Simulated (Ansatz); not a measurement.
## AlNi₃: an electron-density study

Space group P6_3/mmc; the calculation finds a residual pressure of about 7 GPa at this fixed cell; spin-polarised. Net moment 1.1 μB in the 8-atom cell of the calculation; other magnetic orders weren't tried. The cell comes from a database of computed structures, not from a measurement.

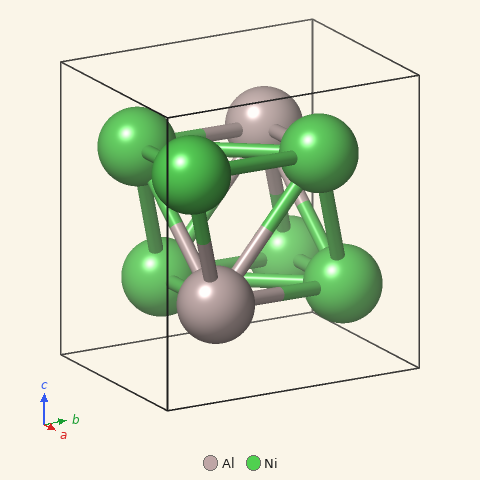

The conventional cell.

```
Al Ni
1.0
     5.00912    0.00000    0.00000
    -2.50456    4.33802    0.00000
     0.00000    0.00000    4.04026
Al Ni
2 6
Direct
  0.66667 0.33333 0.25000
  0.33333 0.66667 0.75000
  0.32852 0.16426 0.75000
  0.83574 0.16426 0.75000
  0.83574 0.67148 0.75000
  0.67148 0.83574 0.25000
  0.16426 0.83574 0.25000
  0.16426 0.32852 0.25000
```

Method: DFT PBE, scalar-relativistic, plane waves, PAW in Ansatz 0.2.0.

Core electrons are frozen (PAW), so the maps are meaningful between the atoms, not at the nuclei.

### 1. Bonding charge

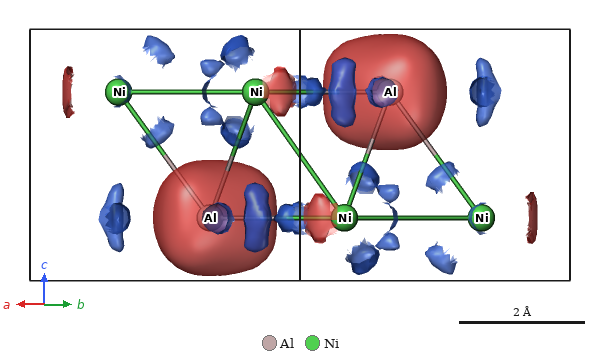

Deformation density (self-consistent density less superposed neutral spherical atoms): blue surfaces at +0.02 and red ones at −0.02 e/Å³, in the conventional cell seen along [110] (the regions close to the nuclei are left out). Cores are masked to 0.8 Å (Al) and 0.8 Å (Ni).

Q: Describe the bonding charge.

A: Ni–Ni (2.47 Å): Δρ is +0.015 e/Å³ at the midpoint.
Al–Ni (2.50 Å): Δρ is +0.006 e/Å³ at the midpoint.
Over the whole cell, outside the masked cores, the largest gain, 0.03 e/Å³, lies 1.0 Å from a nickel nucleus and 1.6 Å from an aluminium one, and the largest loss lies at the edge of the masked core of Al.
In all about 0.10 e an atom is rearranged against the free atoms.
Bader charges: Al +1.92 and Ni −0.64 e. Among metals such charges hang on how the charge between the atoms is shared out.

### 2. One group of states

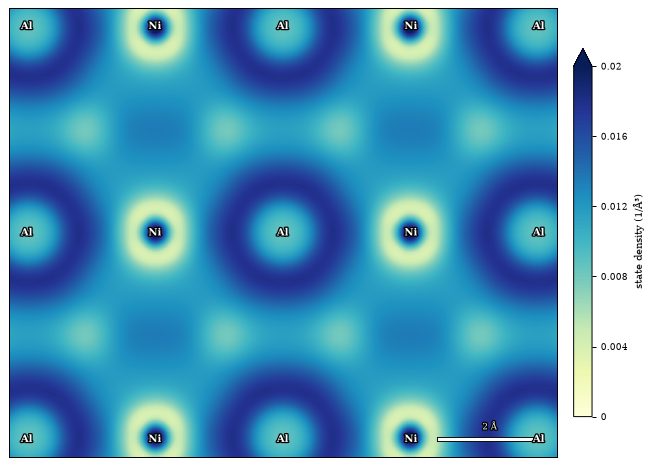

Density of the Kohn–Sham states from −10.3 to −6.8 eV about the Fermi level (the lower third of the occupied valence band), scaled to one electron a cell: a map on the (010) plane of the conventional cell.

Q: Describe these states.

A: Projected on a minimal set of atomic orbitals (Löwdin), they are Ni 4s (45 %), Al 3s (30 %) and Al 3p (20 %). At the bottom of an sp band the diffuse p orbitals of such a set take a share of s-like charge between the atoms, so the p share there is overstated. In space (atomic cells sized by Bader volumes) the density divides as Ni about 80 % and Al about 20 %. The two measures disagree here: the projection uses a minimal set of atomic orbitals, while the spatial cells share out diffuse density by volume.

### 3. Moving an atom

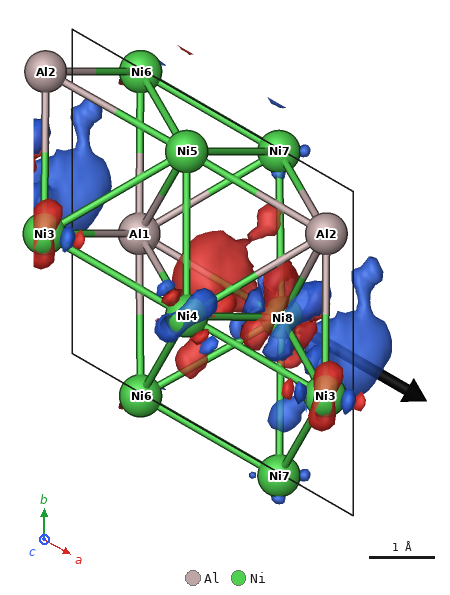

Ni8 was moved by 0.05 Å along [1 0 0] in the axes of the cell drawn (arrow, not to scale). Change of the density less the rigid motion of the neutral atom's own density: blue surfaces at +0.003 and red ones at −0.003 e/Å³, in the cell of the calculation (origin moved) seen along the c axis.

Q: Describe the electronic response.

A: About 0.04 e is rearranged in the cell. Outside the cores the largest gain, 0.011 e/Å³, lies 1.0 Å from a nickel nucleus and 1.4 Å from an aluminium one, and the largest loss lies at the edge of the masked core of Ni.

Q: What restoring force does the calculation give for this move?

A: The force on it changes by 0.50 eV/Å along the move, against it: a stiffness of about 10 eV/Å² for this sublattice shift.

### 4. Taking out a sublattice

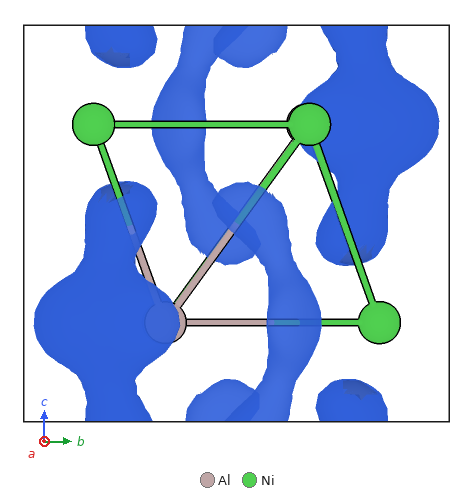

Density of the crystal less the densities of its Al sublattice and of the rest (Ni), each computed alone with the atoms in place (the rest with spin, the Al sublattice without): blue surfaces at +0.03, none at −0.03 e/Å³, in the conventional cell seen along the a axis (the regions close to the nuclei are left out). Cores are masked to 0.8 Å (Al) and 0.8 Å (Ni).

Q: Which way does charge flow, and where does it go?

A: Over the whole cell, outside the masked cores, the largest gain, 0.04 e/Å³, lies 1.0 Å from a nickel nucleus and 1.5 Å from an aluminium one, and the largest loss lies at the edge of the masked core of Ni.
- About 0.3 e is rearranged for each Al atom.
- By Bader's partition Al carries +1.92 e, so it gives electrons to the rest. Among metals such charges hang on how the charge between the atoms is shared out.

Q: How much energy binds the Al sublattice to the rest, with both frozen?

A: E(crystal) − E(Al sublattice) − E(rest) is −4.9 eV for each Al atom (negative: bound). The references are the frozen sublattices, not the elements, so this isn't a formation energy. A moment in a sublattice run without spin would make it less negative.

### 5. Change of volume

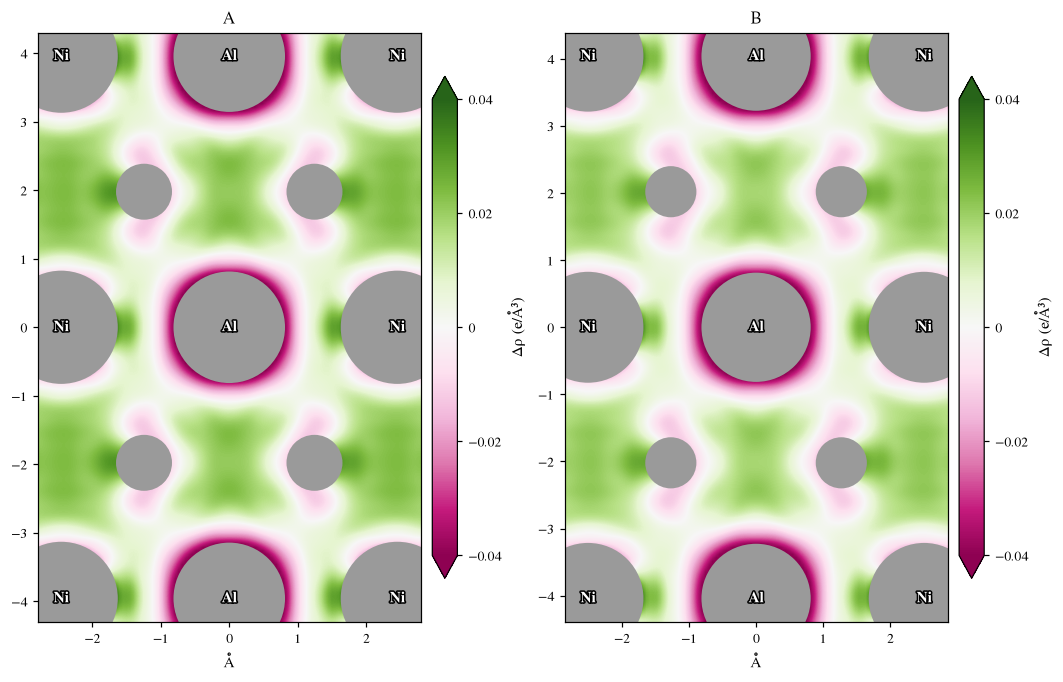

AlNi₃: deformation density on the (010) plane of the conventional cell at two volumes, with the same fractional coordinates and one colour scale. Grey discs cover the cores. Panel A has 94 % of the volume of panel B.

Q: How do bonds, bonding charge and pressure respond to this change of volume?

A: From B to A, Al–Ni goes from 2.50 to 2.45 Å, and Δρ at its midpoint from +0.006 to +0.007 e/Å³.
- The pressure is 7 GPa in B and 22 GPa in A.
- The rearranged charge is 0.10 e an atom in B and 0.10 e in A.
- The net moment is 1.07 μB a cell in B and 1.04 μB in A.

### 6. Putting it together

The two pressures give a mean stiffness −ΔP/Δln V of about 244 GPa over this range, with the atoms held at their fractional positions.

Run times: 110 s (base cell), 44 s (state densities), 7.8 min (moved atom), 88 s (the rest), 6.3 s (sublattice Al) and 83 s (scaled cell), on 2 threads of Arm Neoverse V1, with other jobs on the host.
